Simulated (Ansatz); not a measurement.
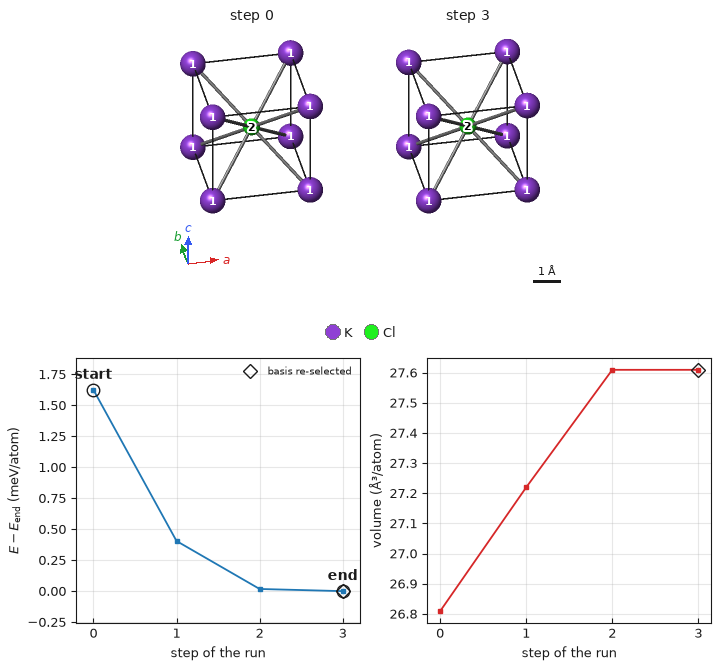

First and last geometry of a relaxation of crystalline KCl (built on the measured structure type), with the history of the run. The picture is a ball-and-stick view of the cell of the calculation, seen from a free direction.

Method: Ansatz, DFT, HSE06, plane waves, PAW.

Input file:
```yaml
crystal:
  lattice:
    - [3.7708086025, 0.0, 0.0]
    - [0.0, 3.7708086025, 0.0]
    - [0.0, 0.0, 3.7708086025]
  atoms:
    - { symbol: K, position: [0.0, 0.0, 0.0] }
    - { symbol: Cl, position: [0.5, 0.5, 0.5] }
kpoints:
  mp_grid: { grid: [4, 4, 4] }
hamiltonian:
  xc: hse06
scf:
  occupations: { method: fermi_dirac, width: 0.02 }
relax:
  f_tol: 0.005
  cell: {}
```

Command:
```bash
ansatz run input.yaml --threads 2 --pin off --max-ram 2211MiB --backend cpu --events-out ev --progress --plain --runs-dir out
```

Q: What do the curves and the structures tell?

A: It converged. After 2 accepted moves (3 points after the start) the energy has fallen by 1.6 meV per atom. All forces vanish by symmetry, so only the cell relaxes. Pressure: 0.65 GPa at the start and 0.02 GPa at the end. At 1 point the geometry stayed and the basis and grid were re-selected for the new cell (energy shift of less than 0.05 meV per atom at most each time). The atoms keep their places relative to the cell (all moves are under 0.005 Å). The drawn cell changes as follows: a = b = c 3.771 → 3.808 Å (+1.0 %); the volume changes by +3.0 %. Among the contacts that change: K1–Cl2 3.266 → 3.298 Å. The space group stays Pm-3m (No. 221). The run took about 40 core-seconds on a shared host.

| step | E − E(0), meV/atom | pressure, GPa | volume, Å³/atom | note |
| --- | --- | --- | --- | --- |
| 0 | 0.00 | 0.65 | 26.809 |  |
| 1 | -1.22 | 0.31 | 27.219 |  |
| 2 | -1.61 | 0.02 | 27.609 |  |
| 3 | -1.62 | 0.02 | 27.609 | same geometry, new basis |
